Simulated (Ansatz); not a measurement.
BP (F-43m): refractive index against wavelength

The refractive index of BP (F-43m) below the direct gap (3.40 eV on the mesh) is read from one computed spectrum, n = √(Re ε).

It takes space group F-43m (No. 216, cubic). Conventional cell: a = 4.538 Å, b = 4.538 Å, c = 4.538 Å, α = 90.00°, β = 90.00°, γ = 90.00°. Around P on site c lie 4 B at 1.97 Å. B on site a is surrounded by 4 P at 1.97 Å.

Method: Ansatz 0.2.0, PBE, independent particles, k-mesh 10×10×10 with interpolation inside its cells, Gaussian parameter 0.1 eV.

Launch of the response step: `ansatz run input.yaml --threads 4 --pin off --max-ram 8192MiB --backend cpu --events-out ev --progress --plain --runs-dir out`. The run took 2 s, on 4 threads of Intel(R) Xeon(R) 6975P-C (Granite Rapids), on a shared host.

```tsv
wavelength (nm)	photon energy E (eV)	n
1550	0.800	3.1074
1310	0.946	3.1182
1064	1.165	?
850	1.459	3.1731
700	1.771	3.2215
633	1.959	3.2574
532	2.331	3.3474
```

In the single-oscillator model n² − 1 = E₀E_d/(E₀² − E²), so 1/(n² − 1) = E₀/E_d − E²/(E₀E_d) is linear in E².

Working, on the rows shown:

| x = E² (eV²) | y = 1/(n² − 1) |
| --- | --- |
| 0.639837 | 0.115528 |
| 0.895757 | 0.114637 |
| 2.12762 | 0.110271 |
| 3.13716 | 0.106632 |
| 3.83641 | 0.104051 |
| 5.43137 | 0.0979903 |

Means: x̄ = 2.678, ȳ = 0.10818. Σ(x − x̄)(y − ȳ) = -0.06118, Σ(x − x̄)² = 16.77. Slope = -0.06118 / 16.77 = -0.003649; intercept = ȳ − slope · x̄ = 0.11796. Turned back into n, the line misses the rows shown by at most 0.0023.

Task: Fill in the last column of the withheld row.

Result: At x = 1.3578 the line gives y = 0.113, that is 3.1384. The run gave 3.1383, so the interpolation is off by 7.2e-05, 0.0 % of the range in the table.

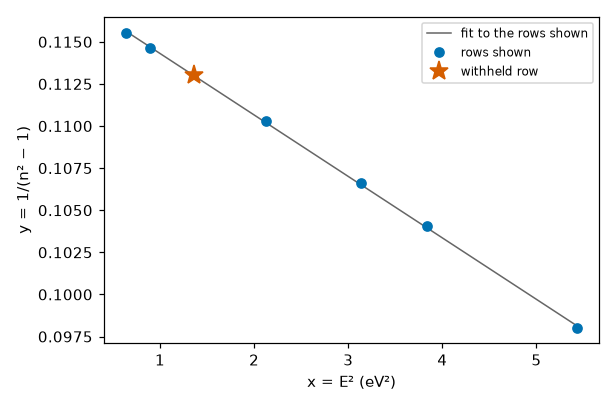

Refitted with all rows, the slope is -0.003649 and the intercept 0.11796. These give E₀ = √(intercept/−slope) = 5.69 eV and E_d = E₀/intercept = 48.2 eV; E₀ is 1.7 times the direct gap. The electronic limit at long wavelengths, without lattice vibrations, is n = √(1 + 1/intercept) = 3.079. Excitons are left out and so are local fields; PBE gaps are as a rule too small.

[Logs are printed without paths, hosts, clocks, repeated set-up lines and the standing remarks that a program may print on its own settings, such as how far it seeks lower states.]
